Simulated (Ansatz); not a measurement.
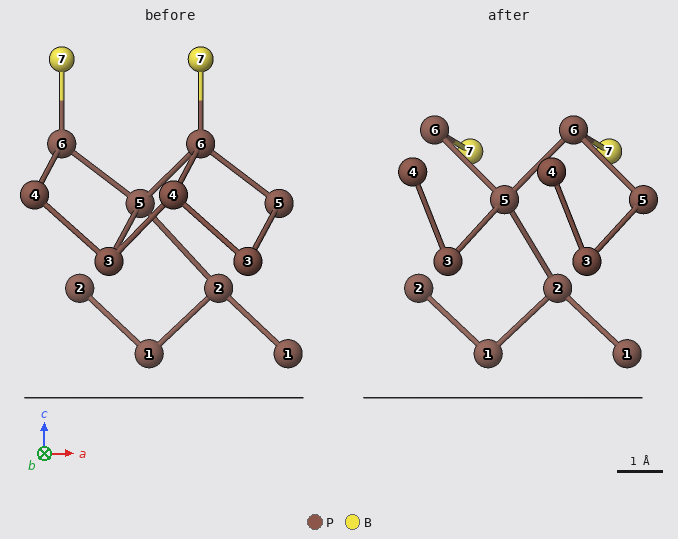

The structure of a slab of composition BP6 (cut from the Cmce phase) before (left) and after (right) a constrained relaxation, at one scale.

Style: ball-and-stick. Shown: the 2 × 1 repeat of the cell, outlined in the plane, without the vacuum, along the b axis.

Case: B put at a top P site. The slab is the (0 0 1) face of P with B on it. 3 atoms are held fixed.

Theory: Ansatz 0.2.0, DFT PBEsol, scalar-relativistic, plane waves, PAW. (plane-wave cutoff 420 eV; k-point mesh 9 × 6 × 1; occupations gaussian; smearing width 0.1 eV; no spin polarisation; dipole correction; atoms relaxed in a fixed cell; force threshold 0.03 eV/Å; at most 70 steps)

### What changed between the two?

The run was cut off at its time limit before the relaxation converged, so the last structure is only a point on the way. After 34 accepted moves (36 points after the start) the energy has fallen by 3.042 eV per cell of the calculation. Largest force component: 1 eV/Å at the start, 0.073 eV/Å at the end. The line search rejected the trial steps at points 24, 33 of the run. B7 moves most: 3.08 Å at 47° to the normal (−c side). By element the largest moves are B 3.08 Å, P 1.21 Å. The lattice vectors keep their values. Near-neighbour distances that change, for instance: P4–B7 4.704 → 1.874 Å, P4–B7 (another image) 4.702 → 1.920 Å, P3–P4 2.275 → 3.451 Å, P5–B7 3.732 → 2.566 Å. New bonds form: P4–B7 (4.70 → 1.87 Å), P4–B7 (4.70 → 1.92 Å). Among the angles between lasting bonds that change: P5–P6–B7 127.2° → 74.1°, P5–P6–B7 127.2° → 85.3°, P3–P5–P6 92.4° → 128.9°.

Limits of the set-up: the periodic images lie only 3.3 Å apart, so the values are limited by the cell's size.
